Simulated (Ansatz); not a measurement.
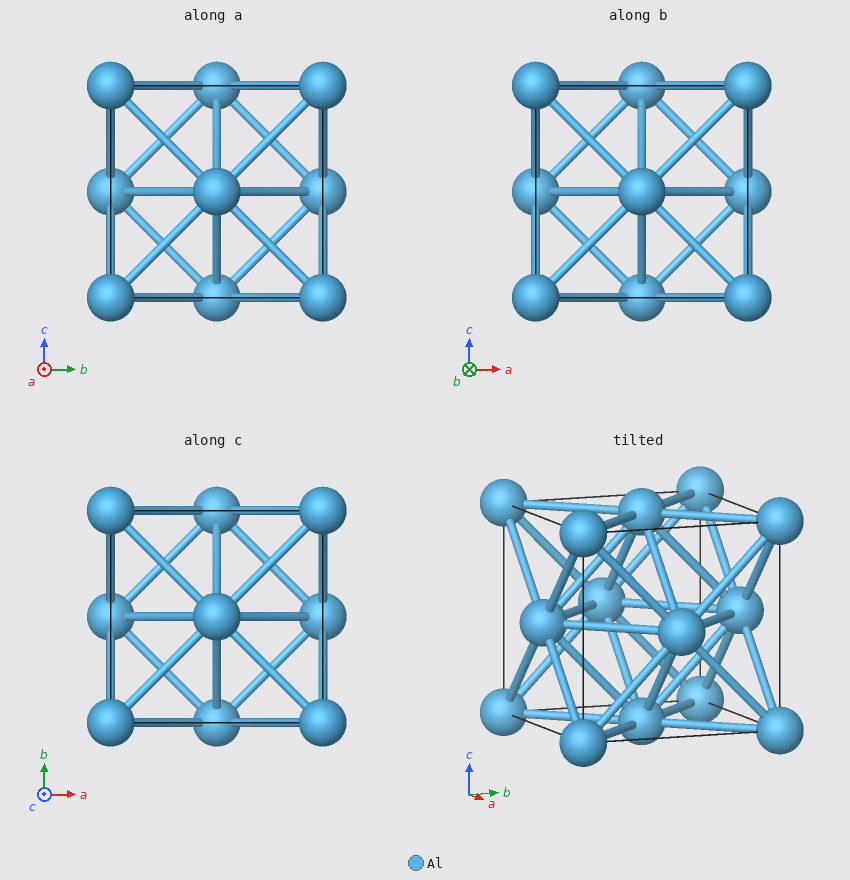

The crystal in a ball-and-stick representation, seen along the a axis, along the b axis, along the c axis and slightly off an axis. The box is the conventional unit cell; atoms on or close to its faces, edges and corners are drawn wherever they repeat.

Lattice parameters: a = 4.041 Å, b = 4.041 Å, c = 4.041 Å, α = 90.00°, β = 90.00°, γ = 90.00°.

Question: Write down what is shown as a table of Wyckoff sites.

Answer: Space group Fm-3m (No. 225).
```json
{"atom": "Al", "site": "4a", "x": "0.0000", "y": "0.5000", "z": "0.5000"}
```

Provenance: a structure type filled with this element by a generator (whether the element takes this form wasn't checked). Earlier steps of the study may have refined or changed the cell and positions. It was run through Ansatz as a DFT input.
